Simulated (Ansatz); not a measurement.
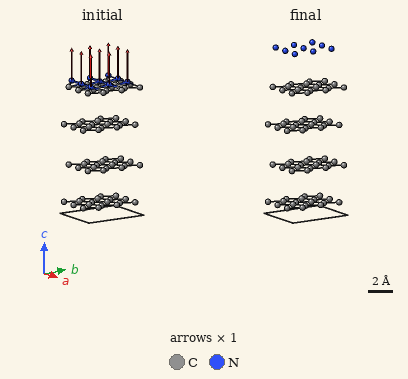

The structure of a slab of composition C₈N (cut from the Fmmm phase) before (left) and after (right) a constrained relaxation, at one scale. The red arrows give the displacements, at their true length.

A ball-and-stick model of the 3 × 3 repeat of the cell, outlined in the plane, without the vacuum, seen slightly off an axis.

Case: N put at a hollow C-C site. The slab is the (0 0 1) face of C with N on it. 4 atoms are held fixed.

Theory: DFT PBE+D3(BJ), scalar-relativistic, plane waves, PAW in Ansatz. Settings: plane-wave cutoff 420 eV; k-point mesh 12 × 12 × 1; occupations gaussian; smearing width 0.1 eV; no spin polarisation; dipole correction; atoms relaxed in a fixed cell; force threshold 0.03 eV/Å; at most 70 steps.

**Describe what moved and what it gained.**

The energy falls by 12.024 eV per cell of the calculation in 16 geometry steps. The largest force component goes from 16 to 0.0093 eV/Å. The atom that moves furthest is the N atom (2.89 Å along the normal (+c)). By element the largest moves are N 2.89 Å, C 0.02 Å. The lattice vectors keep their values. Some distances before and after: C–N 1.473 → 3.570 Å. Bonds break, among them: C–N (1.47 → 3.57 Å).

Limits of the set-up: the cell has an odd number of electrons but was run without spin polarisation; the periodic images lie only 2.5 Å apart, so the values are limited by the cell's size.
